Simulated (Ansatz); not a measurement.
C (P6/mmm, No. 191): the end point of a relaxation with DFT, RPBE, plane waves (420 eV) with PAW, scalar-relativistic (Ansatz 0.2.0); the starting structure was generated, so it need not be a known form of this composition.

Space group P6/mmm (No. 191). a = 7.370 Å, b = 7.370 Å, c = 1.289 Å, α = 90.00°, β = 90.00°, γ = 120.00°
```csv
atom,site,symmetry,x,y,z
C,1a,6/mmm,0.0000,0.0000,0.0000
C,2d,-6m2,0.3333,0.6667,0.5000
```

What will an iDPC-like image along [101] show? Simulated as the projected potential of neutral atoms (B = 0.5 Å²) blurred by a 0.50 Å probe, the thin-sample limit of integrated differential phase contrast.

Answer. The columns repeat on a centred rectangular net of 1.27 × 12.76 Å (plane group c2mm). All columns are alike (C). The shortest distance between visible columns is 1.27 Å in projection. Along the beam the structure repeats every 7.48 Å.

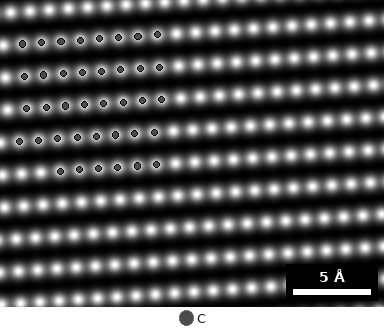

The simulated image, with the columns of the model marked in one corner.
